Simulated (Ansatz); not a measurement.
# Calculations on Rb₁₆H

## 1. Relaxation

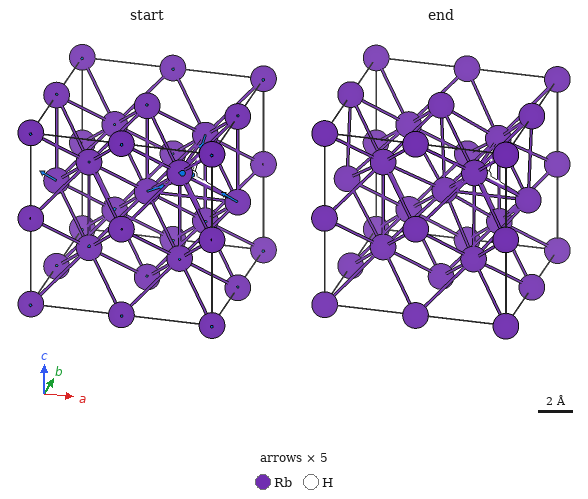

The structure of a defect cell of composition Rb16H before (left) and after (right) a relaxation, at one scale. The blue arrows give the displacements, 5 times their true length.

A ball-and-stick model of the cell of the calculation (origin shifted), seen from a free direction.

It is an interstitial H in bcc Rb. The run prepares the start of a later molecular dynamics calculation, from a guessed geometry.

These are results of DFT PBE, scalar-relativistic, plane waves, PAW in Ansatz 0.2.0, not measurements. (plane-wave cutoff 420 eV; k-point mesh 2 × 2 × 2; occupations fermi dirac; smearing width 0.05 eV; no spin polarisation; atoms relaxed in a fixed cell; force threshold 0.08 eV/Å; at most 25 steps)

Summarise the run.

Answer. A Rb atom moves most: 0.25 Å along [2 0 1]. By element the largest moves are Rb 0.25 Å, H 0.07 Å. The lattice vectors keep their values. Near-neighbour distances that change, for instance: Rb–Rb 5.590 → 5.146 Å, Rb–Rb 5.590 → 5.179 Å, Rb–Rb 4.841 → 4.458 Å, Rb–Rb 4.841 → 4.493 Å. After 2 geometry steps the energy has fallen by 0.139 eV per cell of the calculation. The largest force component goes from 0.21 to 0.043 eV/Å. The run took 30 s on 4 threads of Intel(R) Xeon(R) 6975P-C (Granite Rapids), with other jobs on the host, peak memory 2.9 GiB.

Limits of the set-up: the program's low-accuracy preset was used.

## 2. Dynamics

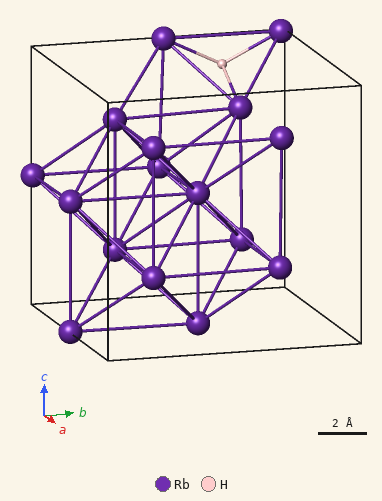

Starting frame of a dynamics run of Rb with an interstitial H (17 atoms in the cell). The picture is a ball-and-stick view of the simulation cell, seen slightly off an axis. Bonds to atoms that aren't drawn are left out.

Method: Ansatz, DFT PBE, scalar-relativistic, plane waves, PAW.

Input file:
```yaml
accuracy: low
crystal:
  lattice:
    - [11.18, 0.0, 0.0]
    - [0.0, 11.18, 0.0]
    - [0.0, 0.0, 11.18]
  atoms:
    - { symbol: Rb, position: [6.17e-05, -0.01988012, -0.0094177] }
    - { symbol: Rb, position: [0.50018177, -0.00212264, -0.00028893] }
    - { symbol: Rb, position: [3.594e-05, 0.51692297, -0.00808187] }
    - { symbol: Rb, position: [4.542e-05, 0.00072265, 0.49632522] }
    - { symbol: Rb, position: [0.24935088, 0.24969475, 0.24622765] }
    - { symbol: Rb, position: [0.50018169, 0.50166628, -0.00032916] }
    - { symbol: Rb, position: [0.50008277, -0.00114818, 0.50393997] }
    - { symbol: Rb, position: [0.75076582, 0.2496941, 0.24629263] }
    - { symbol: Rb, position: [4.741e-05, 0.49930037, 0.49691397] }
    - { symbol: Rb, position: [0.25049867, 0.74983818, 0.25297642] }
    - { symbol: Rb, position: [0.24824289, 0.24953362, 0.75030592] }
    - { symbol: Rb, position: [0.50008259, 0.50083317, 0.50409879] }
    - { symbol: Rb, position: [0.74944579, 0.74984167, 0.25322887] }
    - { symbol: Rb, position: [0.7519267, 0.24953446, 0.75028756] }
    - { symbol: Rb, position: [0.23059707, 0.74995994, 0.7595261] }
    - { symbol: Rb, position: [0.77027058, 0.74994648, 0.75988291] }
    - { symbol: H, position: [0.00146391, 0.7476784, 0.87821015] }
basis:
  ecutwfc: 420.0
kpoints:
  mp_grid: { grid: [2, 2, 2] }
hamiltonian:
  xc: pbe
scf:
  occupations: { method: fermi_dirac, width: 0.05 }
  lower_state_search: "off"
md:
  timestep: 0.5
  n_steps: 210
  ensemble: nve
  temperature: 3000.0
  initial_velocities: maxwell_boltzmann
  seed: 776105
```

Launched with:
```bash
ansatz run input.yaml --threads 4 --pin off --max-ram 10240MiB --backend cpu --events-out ev --progress --plain --runs-dir out
```

Predict how the run goes.

Over the second half the temperature averages 2191 K (spread ±159 K). The potential energy is still drifting at the end, so the run hasn't reached equilibrium. The potential energy in the second half lies on average 98.4 meV per atom above the first frame. Root-mean-square distances from the starting positions over the second half, with the common drift of all atoms taken out: H 4.68 Å, Rb 0.73 Å. The run lasts only 105 fs, too short to tell vibration from diffusion. The total energy stays between −0.017 and 0.036 meV per atom of its start. A straight-line fit has a slope that amounts to +0.013 meV per atom over 105 fs (under 0.1 % of the mean kinetic energy), its mean offset in the second half is under 0.1 %, and the ripple about the line is under 0.1 % of the kinetic energy's fluctuation. With a drift under 2 % and a ripple under 7 %, the integration is accurate.

Along the run (each row but the first and the last is the mean over the interval that it begins):

```
time (fs)  potential energy (meV/atom)  T (K)
      0.0                          0.0   3000
     13.0                         34.9   2714
     26.0                         24.3   2801
     39.0                         46.4   2619
     52.0                         72.3   2406
     65.0                         88.5   2273
     78.0                        106.4   2126
     91.0                        121.7   2000
    104.0                        127.2   1954
```

The paths of the atoms:

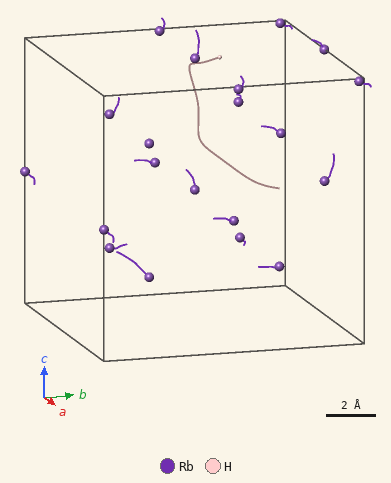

Limits of the set-up: the program's low-accuracy preset was used.

The run took 18 min on 4 threads of Intel(R) Xeon(R) 6975P-C (Granite Rapids) (shared host), peak memory 3.4 GiB.

## 3. Dynamics

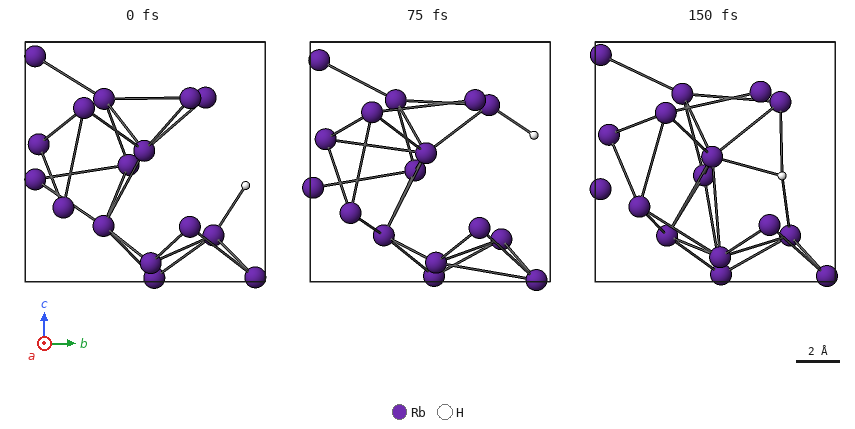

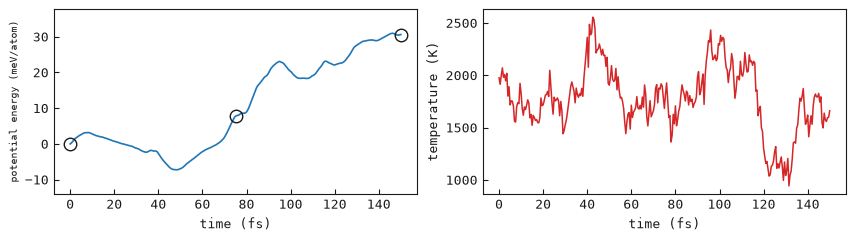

A Born-Oppenheimer molecular dynamics run of Rb with an interstitial H (17 atoms in the cell), 150 fs long. It starts from the last geometry of an earlier run, with fresh velocities. Frames and the history of the run. A ball-and-stick model of the simulation cell, seen along the a axis. Atoms that leave the cell re-enter on the other side. Bonds to atoms that aren't drawn are left out.

Computed with Ansatz 0.2.0, DFT PBE, scalar-relativistic, plane waves, PAW. Settings: plane-wave cutoff 420 eV; k-point mesh 2 × 2 × 2; Fermi-Dirac smearing 0.05 eV; low-accuracy preset; Langevin thermostat (NVT); set temperature 2100 K; time step 0.5 fs; friction 0.05 per fs.

Question: What do the frames and curves show?

Answer: The mean temperature in the second half is 1726 K (standard deviation 364 K). The potential energy in the second half lies on average 22.0 meV per atom above the first frame. Root-mean-square distances from the starting positions over the second half, with the common drift of all atoms taken out: H 2.28 Å, Rb 0.46 Å. The run lasts only 150 fs, too short to tell vibration from diffusion.

Limits of the set-up: the program's low-accuracy preset was used.

Cost: 30 min on 4 threads of Intel(R) Xeon(R) 6975P-C (Granite Rapids), on a shared host, peak memory 3.5 GiB.
